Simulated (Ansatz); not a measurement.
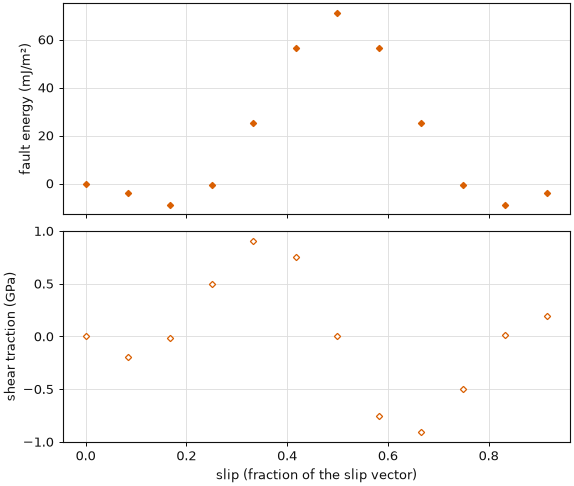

Plotted: fault energy and shear traction against slip for C, space group Fmmm (No. 69).

The given structure:
```
CELL_PARAMETERS angstrom
-1.22277 2.11674 0.00000
-1.22277 -2.11674 0.00000
0.00000 0.00000 13.47064
ATOMIC_POSITIONS crystal
C 0.91670 0.08330 0.12500
C 0.91670 0.08330 0.62500
C 0.41670 0.58330 0.87500
C 0.41670 0.58330 0.37500
C 0.08330 0.91670 0.87500
C 0.08330 0.91670 0.37500
C 0.58330 0.41670 0.12500
C 0.58330 0.41670 0.62500
```

Method: rigid slide of a crystal across a plane by tilting cell vector c, one fault a cell, unrelaxed, by plane-wave density functional theory with PAW datasets, free energies less that of the undisturbed cell; scalar-relativistic (Ansatz 0.2.0). Level: LDA, no spin polarisation.

| setting | value |
| --- | --- |
| wave cutoff | 420 eV |
| k mesh | 22×22×4 |
| occupations | Gaussian |
| smearing width | 0.15 eV |
| k shift | (0, 0, 0) (mesh steps) |
| start | relaxed |
| height of the cut | 0 (fraction of cell vector c) |
| slip vector | (1, -1) (multiples of cell vectors a and b) |

The points at slip 0.5833, 0.75, 0.8333 and 0.9167 follow from computed ones by symmetry.

How high is the barrier to slip, and is there a metastable fault?

Answer. The highest fault energy among the points, the barrier to rigid slip along this vector, is 71.1 mJ/m² at slip 0.5; a local minimum of −8.9 mJ/m² at slip 0.167 marks a metastable stacking fault.

How does the shear traction vary with slip?

Answer. It goes from 0.00 GPa at slip 0.0000 to 0.19 GPa at 0.9167, not monotonically, with a high of 0.91 GPa at 0.3333 and a low of −0.91 GPa at 0.6667.

The computed values:

```
slip (fraction of the slip vector)  fault energy (mJ/m²)  shear traction (GPa)
                            0.0000                   0.0                  0.00
                            0.0833                  -4.1                 -0.19
                            0.1667                  -8.9                 -0.01
                            0.2500                  -0.7                  0.50
                            0.3333                  25.3                  0.91
                            0.4167                  56.7                  0.75
                            0.5000                  71.1                  0.00
                            0.5833                  56.7                 -0.75
                            0.6667                  25.3                 -0.91
                            0.7500                  -0.7                 -0.50
                            0.8333                  -8.9                  0.01
                            0.9167                  -4.1                  0.19
```
